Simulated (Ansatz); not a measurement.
# ScAl₂N₃: a changed input and its effect

System: ScAl₂N₃ (Cmc2₁, 12 atoms in the cell).
Method of run 1: DFT PBE, scalar-relativistic, plane waves, PAW, no spin polarisation (Ansatz 0.2.0).

The structure was made by swapping elements on the sites of another compound; it need not be a known phase. Text and figures count atoms from 1; the logs count them from 0 in places.

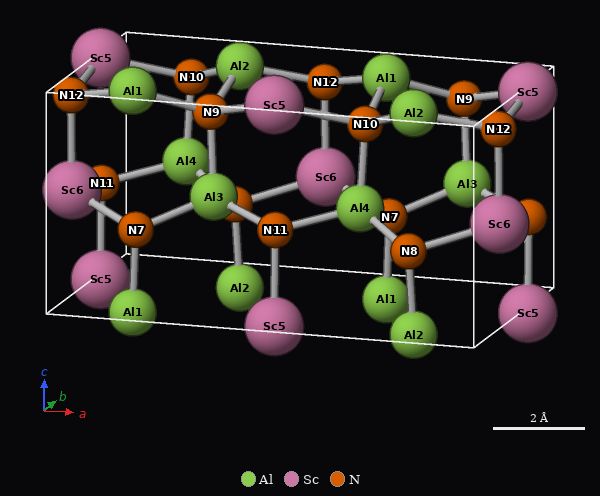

Figure 1. The structure as given in the input (ball-and-stick view of the cell 2 times as large as that of the calculation, set on its symmetry axes, seen slightly off an axis; atoms are numbered from 1 in the order of the input). An atom can appear more than once, as a periodic image. Near neighbours in the periodic cell (some may lie outside the picture): Al has 4 N at 1.90 to 1.93 Å; Sc has 4 N at 2.10 to 2.17 Å; N has 3 Al at 1.90 Å and 1 Sc at 2.10 Å; N has 2 Al at 1.93 Å and 2 Sc at 2.12 to 2.17 Å.

**Input, run 1**
```yaml
crystal:
  lattice:
    - [4.9383324416, -2.8402854886, 0.0]
    - [4.9383324416, 2.8402854886, 0.0]
    - [0.0, 0.0, 5.02158809]
  atoms:
    - { symbol: Al, position: [0.0067541035, 0.3356862303, 0.9887047968] }
    - { symbol: Al, position: [0.6643137697, 0.9932458965, 0.9887047968] }
    - { symbol: Al, position: [0.9932458965, 0.6643137697, 0.4887047968] }
    - { symbol: Al, position: [0.3356862303, 0.0067541035, 0.4887047968] }
    - { symbol: Sc, position: [0.3223234425, 0.6776765575, 0.9723605916] }
    - { symbol: Sc, position: [0.6776765575, 0.3223234425, 0.4723605916] }
    - { symbol: "N", position: [0.0293445066, 0.3324798313, 0.367245713] }
    - { symbol: "N", position: [0.6675201687, 0.9706554934, 0.367245713] }
    - { symbol: "N", position: [0.9706554934, 0.6675201687, 0.867245713] }
    - { symbol: "N", position: [0.3324798313, 0.0293445066, 0.867245713] }
    - { symbol: "N", position: [0.3091304088, 0.6908695912, 0.4037383584] }
    - { symbol: "N", position: [0.6908695912, 0.3091304088, 0.9037383584] }
basis:
  ecutwfc: 420
kpoints:
  mp_grid: { grid: [6, 6, 6] }
  band_path: { path: [VBM, CBM], npoints: 2 }
hamiltonian:
  xc: pbe
scf:
  occupations: { method: gaussian, width: 0.02 }
output:
  forces: true
  stress: true
  eigenvalues: true
checkpoint:
  read: start.run
  write: ck
  compress: false
  write_wavefunctions: false
  write_every: 100000
```

Launched with:
```bash
ansatz run input.yaml --threads 2 --pin off --max-ram 5120MiB --backend cpu --events-out ev --progress --plain --runs-dir out
```

Hardware: 2 threads of Intel Xeon @ 2.50GHz (Skylake/Cascade Lake), 189 GiB of memory available, shared host.

**Output, shortened to warnings, some set-up lines, iterations and results (run 1)**
```
Basis set: ecut = 420 eV, 2789 PW (Γ), exchange–correlation on 80×80×72 points (8 copies of the dense FFT grid, shifted against one another)
Symmetry: 4 space group operations
k-points: 52 of 216 (time reversal used)
Initial density: read from a saved state, or passed on in memory by an earlier SCF of this step, an earlier step, the calling program or the single point that the run made first
[...]
SCF iter   1: F=—  HF=-8742.964784 eV  |F-HF|=—  |Δ(HF+E_count)|=         —  Δρ=1.38e-6  dr2=2.37e-9  ethr=3.32e-7  ⟨swp⟩=3.0  Hψ=15312  notcnv=0
SCF iter   2: F=—  HF=-8742.964786 eV  |F-HF|=—  |Δ(HF+E_count)|=   1.47e-6  Δρ=1.02e-6  dr2=1.26e-9  ethr=3.71e-12  ⟨swp⟩=3.0  Hψ=4812  notcnv=0
SCF iter   3: F=-8742.964786 eV  HF=-8742.964786 eV  |F-HF|=3.31e-10  |Δ(HF+E_count)|=  2.29e-10  Δρ=5.70e-7  dr2=3.98e-10  ethr=1.97e-12  ⟨swp⟩=1.0  Hψ=2288  notcnv=0
SCF iter   4: F=-8742.964786 eV  HF=-8742.964786 eV  |F-HF|=8.00e-11  |Δ(HF+E_count)|=  8.00e-11  Δρ=2.78e-7  dr2=9.62e-11  ethr=1.00e-12  ⟨swp⟩=1.0  Hψ=2288  notcnv=0
SCF iter   5: F=-8742.964786 eV  HF=-8742.964786 eV  |F-HF|=5.09e-11  |Δ(HF+E_count)|=  1.09e-11  Δρ=2.26e-7  dr2=6.36e-11  ethr=1.00e-12  ⟨swp⟩=1.0  Hψ=2288  notcnv=0
SCF iter   6: F=-8742.964786 eV  HF=-8742.964786 eV  |F-HF|=3.27e-11  |Δ(HF+E_count)|=  3.64e-12  Δρ=1.82e-7  dr2=4.11e-11  ethr=1.00e-12  ⟨swp⟩=1.0  Hψ=2288  notcnv=0
SCF iter   7: F=-8742.964786 eV  HF=-8742.964786 eV  |F-HF|=7.28e-12  |Δ(HF+E_count)|=  7.28e-12  Δρ=6.60e-8  dr2=5.35e-12  ethr=1.00e-12  ⟨swp⟩=1.0  Hψ=4784  notcnv=0
SCF 1 converged in 7 iterations: F = -8742.964786 eV  dr2 = 5.35e-12
NSCF: frozen V_eff on 52 k-points
NSCF: frozen V_eff on 52 k-points
NSCF: frozen V_eff on 38 k-points
NSCF: frozen V_eff on 10 k-points
NSCF: frozen V_eff on 10 k-points
NSCF: frozen V_eff on 10 k-points
NSCF: frozen V_eff on 5 k-points
NSCF: frozen V_eff on 3 k-points
SCF converged after 7 iterations
Free energy (F): -8742.964786 eV
Harris-Foulkes:  -8742.964786 eV  (|F-HF|=7.28e-12)
Internal energy: -8742.964786 eV  (E = F + TS)
E sigma→0 (E₀):  -8742.964786 eV
Fermi energy:    9.158036 eV
--- Per-component energies (eV) ---
  E_band       = -239.887665
  E_kinetic    = 1422.341030
  E_local      = -3162.829900  (includes V_loc(G=0)·N_el)
  E_nonlocal   = 472.483982
  E_hartree    = 1117.279742
  E_xc         = -738.986184
  E_vxc        = -846.629574  (∫ρ·V_xc dr)
  E_paw        = -4543.589465  (= ΣΔE_a)
  E_vpaw       = -359.813240  (= ΣTr[D̂ρ^β])
  E_aug_tail   = 0.000606  (compensation charges beyond the density's cutoff)
  E_ewald      = -3309.664597
  E_smearing   = -0.000000  (= −TS)
  E_closure    = 0.000000  (closes the sum)
  Σ components = -8742.964786   (vs F -8742.964786, Δ=0.00e0)
--- Forces (eV/Å), atoms counted from 1 ---
  atom   1  Al    -0.00238715    -0.00013958    -0.00198099
  atom   2  Al     0.00238715    -0.00013958    -0.00198099
  atom   3  Al     0.00238715     0.00013958    -0.00198099
  atom   4  Al    -0.00238715     0.00013958    -0.00198099
  atom   5  Sc     0.00000000     0.00513105    -0.00762806
  atom   6  Sc     0.00000000    -0.00513105    -0.00762806
  atom   7  N      0.00190779    -0.00098923     0.00283655
  atom   8  N     -0.00190779    -0.00098923     0.00283655
  atom   9  N     -0.00190779     0.00098923     0.00283655
  atom  10  N      0.00190779     0.00098923     0.00283655
  atom  11  N      0.00000000     0.00200609     0.00587444
  atom  12  N      0.00000000    -0.00200609     0.00587444
  max |Σ_I F_I| component: 8.50e-5 eV/Å
--- Stress (GPa, compression-positive) ---
       -0.002287       0.000000       0.000000
        0.000000       0.001317       0.000000
        0.000000       0.000000       0.008980
  P = ⅓ Tr σ = 0.0027 GPa (0.027 kbar)
```

For run 2 the input was changed thus:
```diff
-  band_path: { path: [VBM, CBM], npoints: 2 }
+  max_iter: 80
-checkpoint:
-  read: start.run
-  write: ck
-  compress: false
-  write_wavefunctions: false
-  write_every: 100000
+magnetization:
+  spin_polarized: true
+  initial_magnetization: 1
```

What does this change do to the results?

The energy is the same within 0.01 meV per atom. With spin allowed, the absolute moment of the cell comes to 0.00 μB.

**Output, shortened to warnings, some set-up lines, iterations and results (run 2)**
```
WARN: the starting moments were not kept: the SCF closed with an absolute magnetisation of 3.0e-7 μB, where they sum to 1 μB in size (12 sites). That is at most 0.1 of that sum. Measured as dr2_m measures the in/out step, that magnetisation stands 8.2e-15 eV from none, at or under the dr2_threshold of 1.0e-7 eV: it is no larger than a step whose dr2_m would equal this threshold. The system may …
Basis set: ecut = 420 eV, 2789 PW (Γ), exchange–correlation on 80×80×72 points (8 copies of the dense FFT grid, shifted against one another)
Symmetry: 4 space group operations
k-points: 52 of 216 (time reversal used)
Initial density: superposition of atomic densities (chi_scale 0.1, normalization cell, long waves kept (reshape's long-wave potential 0.04 eV rms))
[...]
SCF iter   1: F=—  HF=-8703.175986 eV  |F-HF|=—  |Δ(HF+E_count)|=         —  Δρ=4.46e-2 (↑4.46e-2 ↓4.04e-2)  dr2=1.92e1  dr2_m=2.77e-2  M=1.000 μB ∫|m|=1.000 μB  β_m=0.30  …
SCF iter   2: F=—  HF=-8722.402739 eV  |F-HF|=—  |Δ(HF+E_count)|=         —  Δρ=3.40e-2 (↑2.71e-2 ↓3.40e-2)  dr2=9.17e0  dr2_m=4.19e-2  M=0.000 μB ∫|m|=0.049 μB  β_m=0.30  …
SCF iter   3: F=—  HF=-8732.334147 eV  |F-HF|=—  |Δ(HF+E_count)|=    9.93e0  Δρ=2.40e-2 (↑2.00e-2 ↓2.40e-2)  dr2=4.19e0  dr2_m=2.10e-2  M=0.000 μB ∫|m|=0.041 μB  β_m=0.61  …
SCF iter   4: F=—  HF=-8742.820661 eV  |F-HF|=—  |Δ(HF+E_count)|=    1.05e1  Δρ=8.36e-3 (↑8.36e-3 ↓8.15e-3)  dr2=3.05e-1  dr2_m=2.99e-4  M=0.000 μB ∫|m|=0.011 μB  β_m=0.77  …
SCF iter   5: F=—  HF=-8742.958680 eV  |F-HF|=—  |Δ(HF+E_count)|=   1.38e-1  Δρ=2.22e-3 (↑2.22e-3 ↓2.22e-3)  dr2=4.24e-2  dr2_m=2.25e-6  M=0.000 μB ∫|m|=0.002 μB  β_m=0.81  …
SCF iter   6: F=—  HF=-8742.956418 eV  |F-HF|=—  |Δ(HF+E_count)|=   2.26e-3  Δρ=8.29e-4 (↑7.90e-4 ↓8.29e-4)  dr2=3.54e-3  dr2_m=1.78e-6  M=0.000 μB ∫|m|=0.001 μB  β_m=0.83  …
SCF iter   7: F=—  HF=-8742.964128 eV  |F-HF|=—  |Δ(HF+E_count)|=   7.71e-3  Δρ=2.78e-4 (↑2.78e-4 ↓2.78e-4)  dr2=6.45e-4  dr2_m=8.17e-9  M=0.000 μB ∫|m|=0.000 μB  β_m=0.92  …
SCF iter   8: F=—  HF=-8742.964409 eV  |F-HF|=—  |Δ(HF+E_count)|=   2.81e-4  Δρ=5.46e-5 (↑5.32e-5 ↓5.46e-5)  dr2=1.52e-5  dr2_m=1.44e-8  M=0.000 μB ∫|m|=0.000 μB  β_m=0.96  …
SCF iter   9: F=—  HF=-8742.964784 eV  |F-HF|=—  |Δ(HF+E_count)|=   3.75e-4  Δρ=2.86e-5 (↑2.86e-5 ↓2.82e-5)  dr2=3.80e-6  dr2_m=2.02e-10  M=0.000 μB ∫|m|=0.000 μB  β_m=0.88  …
SCF iter  10: F=—  HF=-8742.964785 eV  |F-HF|=—  |Δ(HF+E_count)|=   1.44e-6  Δρ=8.16e-6 (↑8.16e-6 ↓8.07e-6)  dr2=4.84e-7  dr2_m=1.27e-10  M=0.000 μB ∫|m|=0.000 μB  β_m=0.91  …
SCF iter  11: F=—  HF=-8742.964786 eV  |F-HF|=—  |Δ(HF+E_count)|=   3.69e-7  Δρ=1.37e-6 (↑1.37e-6 ↓1.33e-6)  dr2=1.11e-8  dr2_m=7.10e-12  M=0.000 μB ∫|m|=0.000 μB  β_m=0.96  …
SCF iter  12: F=-8742.964786 eV  HF=-8742.964786 eV  |F-HF|=8.19e-11  |Δ(HF+E_count)|=   1.13e-8  Δρ=3.06e-7 (↑3.03e-7 ↓3.06e-7)  dr2=3.93e-10  dr2_m=5.14e-14  M=0.000 μB …
SCF 1 converged in 12 iterations: F = -8742.964786 eV  dr2 = 3.93e-10
WARN: the starting moments were not kept: the SCF closed with an absolute magnetisation of 3.0e-7 μB, where they sum to 1 μB in size (12 sites). That is at most 0.1 of that sum. Measured as dr2_m measures the in/out step, that magnetisation stands 8.2e-15 eV from none, at or under the dr2_threshold …
SCF converged after 12 iterations
Magnetization: 0.0000 μB (32.0000 up, 32.0000 down)
Absolute magnetization: 0.0000 μB (∫|ρ↑−ρ↓|, with the PAW one-centre terms)
Spin contamination: 0.0000 ħ² per cell (⟨S²⟩ above its minimum at these occupations)
Per-site moments (μB) at R_I (Å): [(3.9015282083937906e-9, 0.7823350913061737), (3.901528152051643e-9, 0.782335091306174), (3.90152818964334e-9, 0.7823350913061741), (3.901528142974991e-9, 0.7823350913061737), (2.7967681753906876e-9, 0.8664646748967261), (2.7967680482458004e-9, 0.8664646748967261), …
Free energy (F): -8742.964786 eV
Harris-Foulkes:  -8742.964786 eV  (|F-HF|=8.19e-11)
Internal energy: -8742.964786 eV  (E = F + TS)
E sigma→0 (E₀):  -8742.964786 eV
[...]
```

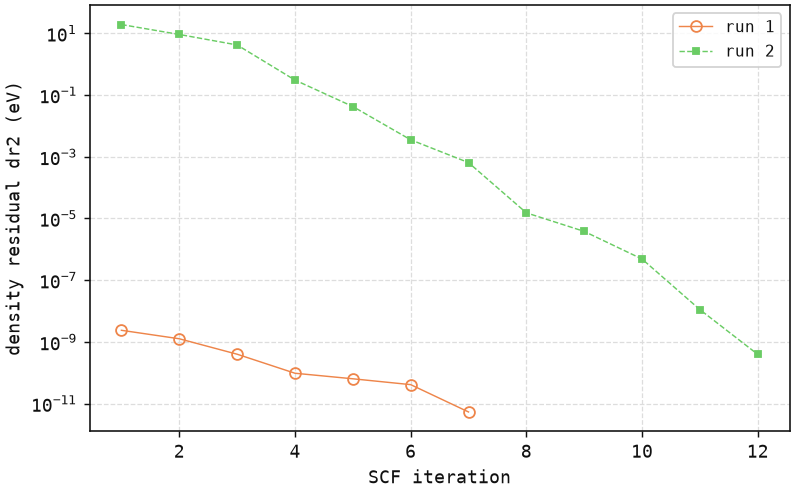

Figure 2. Convergence of the two runs: density residual dr2 against the SCF iteration. Run 1 takes 7 iterations in all, and run 2 takes 12.

**The two runs side by side**

```csv
quantity,run 1,run 2
outcome,converged,converged
free energy per atom (eV),−728.5804,−728.5804
gap on the mesh (eV),2.99,2.99
pressure (GPa),0.00,0.00
largest force (eV/Å),0.009,0.009
irreducible k-points,52,52
plane waves at Γ,2789,2789
net moment of the cell (μB),–,0.00
absolute moment of the cell (μB),–,0.00
wall time (shared host),74 s,1.7 min
```

For run 2: The input was spoiled on purpose: an impossible spin (`magnetization`). It did no harm here: the run converged to the energy of the sound run within 1 meV per atom. Warnings: some starting moments were not kept.
